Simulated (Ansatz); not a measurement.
**Geometry relaxation, with input and output: Ti$_{16}$O$_{33}$ (part 3 of 3)**

Continued. System: Ti$_{16}$O$_{33}$ (defect cell, 49 atoms in the cell). Method: DFT PBE, scalar-relativistic, plane waves, PAW, spin-polarised (Ansatz 0.2.0); cutoff 420 eV, 2×2×2 k-mesh, Gaussian smearing of 0.05 eV, collinear spins. The structure derives from a Materials Project entry.

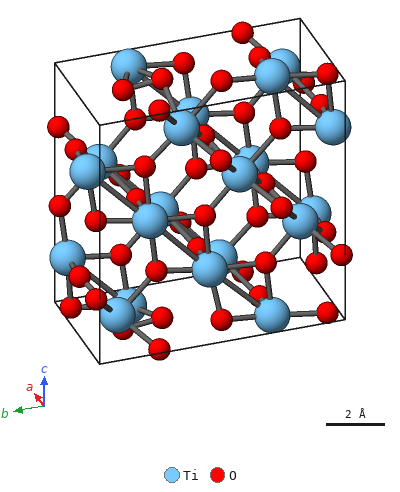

**Figure 1.** The geometry at step 20 of the log (ball-and-stick view of the cell of the calculation, seen at an oblique angle).

## Output, continued
```
--- Forces (eV/Å), atoms counted from 1 ---
  atom   1  Ti     0.00561107    -0.01342168    -0.01715249
  atom   2  Ti     0.01296440    -0.00055328    -0.00592086
  atom   3  Ti    -0.00689425    -0.01194496     0.01002582
  atom   4  Ti    -0.00005062     0.00762289    -0.00451920
  atom   5  Ti     0.00623460     0.00873255    -0.04504831
  atom   6  Ti    -0.00426063     0.00014393    -0.02350207
  atom   7  Ti     0.00618432     0.01868239     0.00679472
  atom   8  Ti    -0.00920448    -0.00268102    -0.00001845
  atom   9  Ti     0.00013191     0.02147553    -0.01083507
  atom  10  Ti     0.00335826    -0.00222230     0.01023267
  atom  11  Ti     0.01492653     0.01086127     0.00005102
  atom  12  Ti    -0.00535379     0.01279157    -0.00234924
  atom  13  Ti    -0.00627235     0.00714404     0.00991924
  atom  14  Ti    -0.00982384    -0.02425384     0.01423575
  atom  15  Ti    -0.01438936     0.01209699     0.00971224
  atom  16  Ti    -0.00986237     0.00797724    -0.00142974
  atom  17  O     -0.00010972    -0.00238022     0.02043112
  atom  18  O     -0.00014813     0.00159892     0.00799463
  atom  19  O     -0.00571219     0.00082002     0.01253228
  atom  20  O      0.00330487    -0.00084878    -0.00507440
  atom  21  O      0.00594615    -0.00175831     0.00385555
  atom  22  O      0.00953975     0.00552603     0.00315617
  atom  23  O      0.00678522    -0.00060739     0.00032231
  atom  24  O     -0.00782231    -0.01599749    -0.00508452
  atom  25  O      0.00362635    -0.00180009     0.01751651
  atom  26  O      0.00583675     0.00296942     0.00837683
  atom  27  O     -0.00776536     0.00136786     0.00552053
  atom  28  O     -0.00240184     0.00052675    -0.00381208
  atom  29  O      0.01897872    -0.00925338     0.00120056
  atom  30  O     -0.00700708     0.00474541    -0.00055496
  atom  31  O     -0.00399935    -0.00974894    -0.00255475
  atom  32  O     -0.00484941     0.00250824     0.00072960
  atom  33  O     -0.00545797     0.00096275    -0.00466914
  atom  34  O      0.01357140     0.00213753    -0.00591774
  atom  35  O     -0.00107490     0.00634158     0.00376887
  atom  36  O      0.00211432    -0.00529339     0.00106225
  atom  37  O     -0.00558439    -0.00505393     0.00127987
  atom  38  O      0.00183552     0.01645256    -0.00242426
  atom  39  O      0.00988979    -0.02530053     0.00418173
  atom  40  O      0.00618258     0.00061903     0.00098541
  atom  41  O     -0.00659215     0.00680030     0.00532882
  atom  42  O     -0.02866922    -0.00558222     0.01017037
  atom  43  O      0.00030715    -0.00024678    -0.00488150
  atom  44  O     -0.00382330    -0.00338795    -0.01526856
  atom  45  O     -0.00237704     0.00231872    -0.00864618
  atom  46  O      0.00708544    -0.00177069     0.01165943
  atom  47  O      0.00211055    -0.00466607    -0.00822553
  atom  48  O      0.00774453     0.00311979    -0.00338120
  atom  49  O      0.00519203    -0.01758689     0.00021628
  max |Σ_I F_I| component: 4.38e-5 eV/Å
--- Relaxed structure (20 steps of the walk, 17 accepted, 0 SCFs on fresh bases) ---
  F+E_penalty+E_count = -58781.35642749 eV   max|allowed force component| = 4.505e-2 eV/Å
  atoms:
    - { symbol: Ti, position: [0.7432839833841497, 0.6149982344289762, 0.38072503669300944] }
    - { symbol: Ti, position: [0.23413016515665572, 0.622570184707816, 0.857410015267229] }
    - { symbol: Ti, position: [0.2584454176808453, 0.13455169501307562, 0.36987742645287525] }
    - { symbol: Ti, position: [0.7627235288803715, 0.11565237230242909, 0.8812784697617123] }
    - { symbol: Ti, position: [0.21568045880733466, 0.8873093019089375, 0.1276652146200119] }
    - { symbol: Ti, position: [0.7308288991742571, 0.8677028925619689, 0.6304510913906497] }
    - { symbol: Ti, position: [0.7729570547056679, 0.36984970807456624, 0.12716287833194145] }
    - { symbol: Ti, position: [0.2619486401836428, 0.38054003871570363, 0.6114393468872926] }
    - { symbol: Ti, position: [0.7329422393798887, -0.004291967548457551, 0.2526909492259252] }
    - { symbol: Ti, position: [0.24171454146119242, 0.004535895162822323, 0.7437503038560083] }
    - { symbol: Ti, position: [0.2602497427996471, 0.5040353443803128, 0.23669725704134917] }
    - { symbol: Ti, position: [0.7467933769984254, 0.4896385168690127, 0.754414523499664] }
    - { symbol: Ti, position: [0.2707679565543782, 0.24726576990547217, -0.005668676313895948] }
    - { symbol: Ti, position: [0.7651951029337266, 0.2426197749709855, 0.5008930029977307] }
    - { symbol: Ti, position: [0.7468041747684357, 0.7437537188112551, 0.0023608166798788077] }
    - { symbol: Ti, position: [0.23072002274581185, 0.7519784935747608, 0.49387505807235443] }
    - { symbol: O, position: [0.0525962856123477, 1.0044049137379452, 0.25796125680668663] }
    - { symbol: O, position: [0.55456723581512, 0.9951505074701084, 0.7523152546645926] }
    - { symbol: O, position: [0.5568422788915192, 0.49711190921227455, 0.24577311217557388] }
    - { symbol: O, position: [0.05935832788553553, 0.49478433742236216, 0.7423192541702699] }
    - { symbol: O, position: [0.7472971263897576, 0.02480626026464261, 0.47157301047129146] }
    - { symbol: O, position: [0.23203560064322548, 0.029246828504837286, 0.9735683787154721] }
    - { symbol: O, position: [0.25335827418980283, 0.5252334343537278, 0.4675285994456079] }
    - { symbol: O, position: [0.7789820014727064, 0.5147539232599527, 0.9662032007989776] }
    - { symbol: O, position: [0.060247871737888974, 0.7450445745387256, -0.0015660821499681177] }
    - { symbol: O, position: [0.5553380666136708, 0.7462174732747779, 0.4981262746609465] }
    - { symbol: O, position: [0.5570306303139217, 0.24587677469591046, -0.0019598321457574286] }
    - { symbol: O, position: [0.057623537577311874, 0.24780645188246195, 0.49947454486058407] }
    - { symbol: O, position: [0.7515038155467151, 0.21924900161385852, 0.2771670867085407] }
    - { symbol: O, position: [0.2527988305463224, 0.2170173203376906, 0.7750878972734788] }
    - { symbol: O, position: [0.24763469017252437, 0.7229787572407541, 0.274122586792903] }
    - { symbol: O, position: [0.7484189762134787, 0.7174801170270254, 0.7774217725637443] }
    - { symbol: O, position: [0.25525890143526103, 0.27679462855549886, 0.2235858150804706] }
    - { symbol: O, position: [0.7543736684158593, 0.2736669498835008, 0.7202316800578047] }
    - { symbol: O, position: [0.7499068023648953, 0.7763993077387994, 0.21985108581878338] }
    - { symbol: O, position: [0.24813276975885007, 0.7709774937908395, 0.7192039703115846] }
    - { symbol: O, position: [0.23116042989248825, 0.4602007717973575, 0.024802262680212406] }
    - { symbol: O, position: [0.7513218769521222, 0.4684980355450521, 0.5248204673839493] }
    - { symbol: O, position: [0.7741039591277222, 0.9749935738829096, 0.030369466904277553] }
    - { symbol: O, position: [0.2513101619146511, 0.9690419673774068, 0.5282515135240585] }
    - { symbol: O, position: [0.944336295819529, 0.7468320970999195, 0.497715031869075] }
    - { symbol: O, position: [0.4612594075658343, 0.8199525638112986, 0.9935337316499859] }
    - { symbol: O, position: [0.44805976520635193, 0.2476567588499984, 0.49931161955687575] }
    - { symbol: O, position: [0.944600258818999, 0.24458981062107493, 0.9997398027124371] }
    - { symbol: O, position: [0.9464201405007502, 0.49795905551728814, 0.25149033735127235] }
    - { symbol: O, position: [0.4469632982036031, 0.4927307661222338, 0.745185822910521] }
    - { symbol: O, position: [0.44115769961273915, 0.000554419899731845, 0.2509915559607939] }
    - { symbol: O, position: [0.9440728362531469, -0.0049739362208544025, 0.7452980885072013] }
    - { symbol: O, position: [0.4665505830209223, 0.6599208862512543, 1.0086947609440176] }
--- Löwdin populations: 49 sites ---
  site symbol       q [e]    m [muB]
     0     Ti     10.6266     0.0000
     1     Ti     10.6521     0.0000
     2     Ti     10.6428     0.0000
     3     Ti     10.6316    -0.0000
     4     Ti     10.6512    -0.0000
     5     Ti     10.6305    -0.0000
     6     Ti     10.6350     0.0000
     7     Ti     10.6423    -0.0000
     8     Ti     10.6293    -0.0000
     9     Ti     10.6295     0.0000
    10     Ti     10.6243     0.0000
    11     Ti     10.6309    -0.0000
    12     Ti     10.6468     0.0000
    13     Ti     10.6255    -0.0000
    14     Ti     10.6687     0.0000
    15     Ti     10.6275     0.0000
    16      O      6.6110    -0.0000
    17      O      6.6497    -0.0000
    18      O      6.6517    -0.0000
    19      O      6.6131     0.0000
    20      O      6.6403     0.0000
    21      O      6.6468    -0.0000
    22      O      6.6514    -0.0000
    23      O      6.6292    -0.0000
    24      O      6.6539    -0.0000
    25      O      6.6462     0.0000
    26      O      6.6574     0.0000
    27      O      6.6401    -0.0000
    28      O      6.6557    -0.0000
    29      O      6.6296     0.0000
    30      O      6.6541     0.0000
    31      O      6.6669     0.0000
    32      O      6.6467    -0.0000
    33      O      6.6419     0.0000
    34      O      6.6538    -0.0000
    35      O      6.6532    -0.0000
    36      O      6.6188     0.0000
    37      O      6.6527     0.0000
    38      O      6.6416     0.0000
    39      O      6.6392     0.0000
    40      O      6.6447     0.0000
    41      O      6.3121     0.0000
    42      O      6.6356    -0.0000
    43      O      6.6133    -0.0000
    44      O      6.6414     0.0000
    45      O      6.6382     0.0000
    46      O      6.6350     0.0000
    47      O      6.6481    -0.0000
    48      O      6.2939    -0.0000
  spilling = 0.003328 (of n_electrons = 390.000000)
settings of this run that can trade accuracy for cost: output.eigenvalues: false. Do not mix this run's numbers with those of runs without the same settings; the input reference describes each key
```

## Trajectory as extended XYZ (Å, eV, eV/Å), 2 of the 20 frames kept, from step=1 to step=20
```
49
Lattice="0.0000 0.0000 6.5748 5.9463 -6.5747 0.0000 5.9463 6.5747 0.0000" Properties=species:S:1:pos:R:3:forces:R:3 step=1 energy=-58776.29845
Ti    5.9463   -1.6437    4.9624   -0.0749   0.2687   0.0058
Ti    8.9366    1.6758    1.6739   -1.2517  -1.8871  -5.4562
Ti    2.9732    1.6437    1.6750    0.3008  -0.0546   0.0453
Ti    5.9463    4.9311    4.9624    0.1659  -0.6154   0.0340
Ti    5.9463   -4.9311    1.6124    0.8084   0.0673  -0.9780
Ti    8.9195   -1.6437    4.8998   -0.0548  -0.2091   0.0593
Ti    2.9831   -1.6590    4.9068   -0.0676  -0.3484   0.0716
Ti    5.9463    1.6437    1.6124   -0.3181   0.0219  -0.7091
Ti    1.4866    1.6437    4.9311    0.6348   0.0676  -0.0446
Ti    4.4597    4.9311    1.6437   -0.2365   0.0070  -0.0475
Ti    4.4597   -1.6437    1.6437   -0.3129  -0.0829   0.0303
Ti    7.4678    1.6245    4.9473   -0.9311  -0.1732   1.3510
Ti    1.4866   -1.6437    1.6437    0.3387  -0.2550   0.0423
Ti    4.4597    1.6437    4.9311    0.2534  -0.0591  -0.0188
Ti    4.4867   -4.9639    4.9307    0.2376  -0.0582   1.8085
Ti    7.4329   -1.6437    1.6437    0.1640   0.1911  -0.0453
O     7.4320   -4.9311    0.3611   -0.3015   0.0391   0.1193
O    10.4052   -1.6437    3.6485   -0.0183   0.0883   0.1201
O     4.4812   -1.6380    3.6246   -0.1273  -0.0871   0.4310
O     7.4320    1.6437    0.3611   -0.5090   0.0196  -0.4160
O     2.9732    2.9264    4.9336   -0.1508  -0.0294  -0.0099
O     5.9463    6.2138    1.6462   -0.0942   0.2698   0.0731
O     5.9463   -0.3610    1.6462    0.1509   0.0061  -0.0182
O     8.9251    2.9224    4.9340    0.0404   3.6430   5.7500
O     4.4606   -4.9311    0.3611    0.7995  -0.0208  -0.4786
O     7.4338   -1.6437    3.6485    0.0987   0.0125   0.0401
O     1.5041   -1.6268    3.6242   -0.1660  -0.1026   0.3839
O     4.4606    1.6437    0.3611   -0.0836   0.0344   0.0750
O     2.9732    0.3610    4.9336   -0.1172   0.2137   0.0258
O     5.9463    3.6483    1.6462    0.0689   0.0478  -0.0044
O     5.9463   -2.9264    1.6462    0.0940  -0.1073  -0.0348
O     8.9049    0.3605    4.9586    0.3700  -0.5643   0.1837
O     2.9732   -0.3610    1.6412   -0.0076   0.0113  -0.0360
O     5.9463    2.9264    4.9286    0.0936   0.0556  -0.0445
O     5.9463   -3.6483    4.9286   -0.2140  -0.3360  -0.0487
O     8.9418   -0.3628    1.6253   -0.1351  -0.2925   0.2523
O     2.9895   -2.9467    1.6695   -0.1108   2.3459  -1.7265
O     5.9463    0.3610    4.9286    0.0555   0.0492   0.0048
O     5.9463   -6.2138    4.9286   -0.1848   0.1775  -0.1112
O     8.9195   -2.9264    1.6412   -0.0261  -0.0212   0.0219
O     7.4320   -1.6437    6.2137   -0.0039  -0.0456  -0.0724
O    10.3994    1.6900    2.9219    5.0773  -0.4996   0.5800
O     4.4589    1.6437    2.9263   -0.1582   0.0115  -0.0548
O     7.4320    4.9311    6.2137   -0.1497   0.0717  -0.2640
O     4.4606   -1.6437    6.2137    0.1760   0.0238  -0.2664
O     7.3882    1.6239    2.9205   -4.2838  -0.4155   0.0962
O     1.4875    1.6437    2.9263   -0.1348  -0.0008   0.0140
O     4.4606    4.9310    6.2137    0.1202   0.0204  -0.2007
O     8.9255    2.1663    3.2852    0.1754  -1.5000  -0.5337
49
Lattice="0.0000 0.0000 6.5748 5.9463 -6.5747 0.0000 5.9463 6.5747 0.0000" Properties=species:S:1:pos:R:3:forces:R:3 step=20 energy=-58781.35643
Ti    5.9209   -1.5403    4.8869    0.0056  -0.0134  -0.0172
Ti    8.8004    1.5440    1.5394    0.0130  -0.0006  -0.0059
Ti    2.9995    1.5472    1.6992   -0.0069  -0.0119   0.0100
Ti    5.9281    5.0338    5.0148   -0.0001   0.0076  -0.0045
Ti    6.0354   -4.9945    1.4181    0.0062   0.0087  -0.0450
Ti    8.9085   -1.5599    4.8051   -0.0043   0.0001  -0.0235
Ti    2.9554   -1.5956    5.0820    0.0062   0.0187   0.0068
Ti    5.8986    1.5181    1.7223   -0.0092  -0.0027   0.0000
Ti    1.4771    1.6896    4.8190    0.0001   0.0215  -0.0108
Ti    4.4495    4.8601    1.5892    0.0034  -0.0022   0.0102
Ti    4.4046   -1.7577    1.7111    0.0149   0.0109   0.0001
Ti    7.3975    1.7408    4.9100   -0.0054   0.0128  -0.0023
Ti    1.4366   -1.6630    1.7802   -0.0063   0.0071   0.0099
Ti    4.4212    1.6981    5.0310   -0.0098  -0.0243   0.0142
Ti    4.4366   -4.8745    4.9101   -0.0144   0.0121   0.0097
Ti    7.4082   -1.6970    1.5169   -0.0099   0.0080  -0.0014
O     7.5064   -4.9077    0.3458   -0.0001  -0.0024   0.0204
O    10.3910   -1.5966    3.6462   -0.0001   0.0016   0.0080
O     4.4174   -1.6525    3.6611   -0.0057   0.0008   0.0125
O     7.3562    1.6275    0.3903    0.0033  -0.0008  -0.0051
O     2.9516    2.9374    4.9133    0.0059  -0.0018   0.0039
O     5.9631    6.2087    1.5256    0.0095   0.0055   0.0032
O     5.9033   -0.3794    1.6658    0.0068  -0.0006   0.0003
O     8.8062    2.9682    5.1217   -0.0078  -0.0160  -0.0051
O     4.4210   -4.9088    0.3961    0.0036  -0.0018   0.0175
O     7.3993   -1.6311    3.6512    0.0058   0.0030   0.0084
O     1.4504   -1.6295    3.6624   -0.0078   0.0014   0.0055
O     4.4436    1.6547    0.3789   -0.0024   0.0005  -0.0038
O     2.9518    0.3808    4.9410    0.0190  -0.0093   0.0012
O     5.8994    3.6692    1.6621   -0.0070   0.0047  -0.0006
O     5.9291   -2.9511    1.6281   -0.0040  -0.0097  -0.0026
O     8.8892    0.3941    4.9207   -0.0048   0.0025   0.0007
O     2.9754   -0.3498    1.6783   -0.0055   0.0010  -0.0047
O     5.9100    2.9360    4.9599    0.0136   0.0021  -0.0059
O     5.9240   -3.6592    4.9305   -0.0011   0.0063   0.0038
O     8.8611   -0.3404    1.6314    0.0021  -0.0053   0.0011
O     2.8840   -2.8626    1.5198   -0.0056  -0.0051   0.0013
O     5.9066    0.3703    4.9398    0.0018   0.0165  -0.0024
O     5.9782   -6.2107    5.0896    0.0099  -0.0253   0.0042
O     8.9034   -2.8981    1.6523    0.0062   0.0006   0.0010
O     7.4005   -1.6379    6.2088   -0.0066   0.0068   0.0053
O    10.7836    1.1413    3.0327   -0.0287  -0.0056   0.0102
O     4.4417    1.6546    2.9459    0.0003  -0.0002  -0.0049
O     7.3992    4.9649    6.2106   -0.0038  -0.0034  -0.0153
O     4.4565   -1.6205    6.2225   -0.0024   0.0023  -0.0086
O     7.3610    1.6598    2.9387    0.0071  -0.0018   0.0117
O     1.4958    1.6466    2.9005    0.0021  -0.0047  -0.0082
O     4.4022    4.9328    6.2071    0.0077   0.0031  -0.0034
O     9.9221    2.2931    3.0675    0.0052  -0.0176   0.0002
```

## Summary

| quantity | value |
| --- | --- |
| outcome | converged |
| electrons treated | 390 |
| free energy | −58781.3564 eV |
| Fermi energy | 9.840 eV |
| net moment of the cell | 0.00 μB |
| integrated absolute moment | 0.00 μB |
| final volume | 514.09 Å³ |
| largest force (length of the vector) at the end | 0.046 eV/Å |
| wall time | 18 min (CPU time 73 min) |
| peak memory | 3.5 GiB |

## Remarks

The program warns: some starting moments were not kept.
